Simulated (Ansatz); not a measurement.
Here is a crystal structure:

```yaml
crystal:
  lattice:
    - [4.40124, 0.00000, 0.00000]
    - [0.00000, 4.40124, 0.00000]
    - [0.00000, 0.00000, 4.40124]
  atoms:
    - { symbol: Al, position: [0.50000, 0.50000, 0.00000] }
    - { symbol: Al, position: [0.50000, 0.00000, 0.50000] }
    - { symbol: Al, position: [0.00000, 0.50000, 0.50000] }
    - { symbol: Ga, position: [0.00000, 0.00000, 0.00000] }
    - { symbol: N, position: [0.74446, 0.74446, 0.25554] }
    - { symbol: N, position: [0.74446, 0.25554, 0.74446] }
    - { symbol: N, position: [0.25554, 0.74446, 0.74446] }
    - { symbol: N, position: [0.25554, 0.25554, 0.25554] }
```

### Before looking at a picture, describe the arrangement of atoms.

The material is Al$_{3}$GaN$_{4}$. The lattice is primitive cubic and the space group P-43m (No. 215). Atoms per cell: 8 (3 Al, 1 Ga, 4 N). The polyhedra are AlN4 tetrahedra and GaN4 tetrahedra; they share corners. The neighbours of Al are four N in a tetrahedral arrangement at 1.89 Å. Around each Ga lie four N in a tetrahedral arrangement at 1.95 Å. The N atoms are each bonded to three Al and one Ga in a tetrahedral arrangement (1.89 Å to Al, 1.95 Å to Ga). The bonds build a three-dimensional framework.

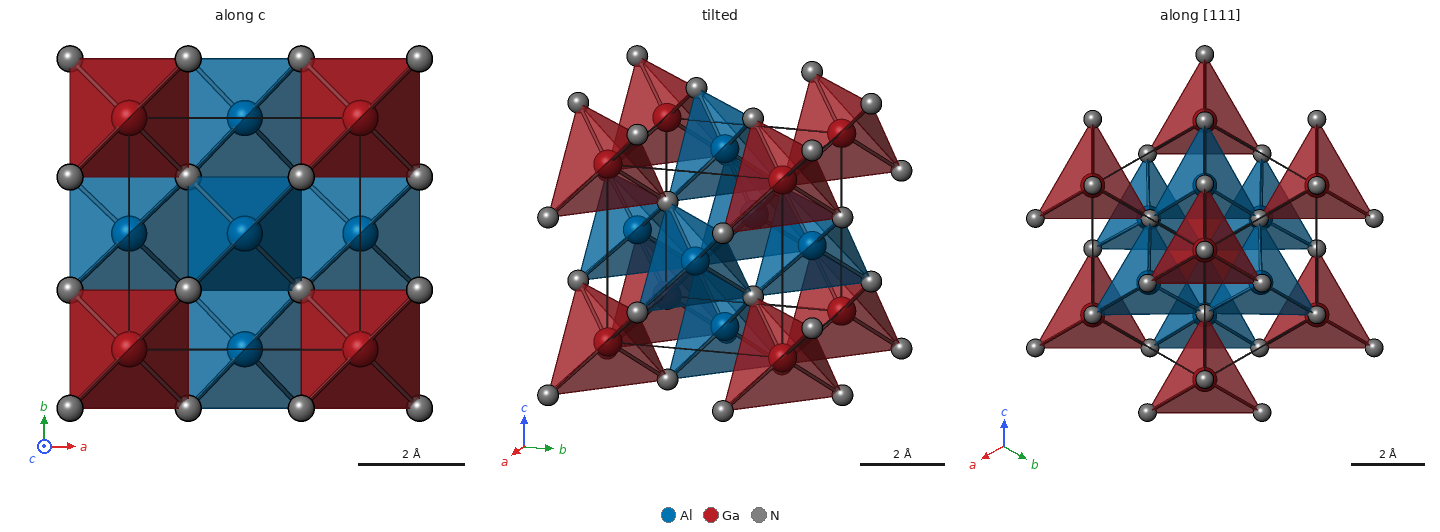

An orthographic polyhedral view of the structure, along the c axis, slightly off an axis and along [111]. The frame is the conventional unit cell; atoms at its boundary are shown with their periodic copies. Some neighbours outside the box are added. Colours: aluminium blue, gallium red, nitrogen grey.

The structure was taken from a structure listed in the Materials Project. Earlier steps of the study, as a rule a relaxation of our own, may have changed the cell and positions, so they can lie some per cent off the listed ones. A calculation with Ansatz used it as input.
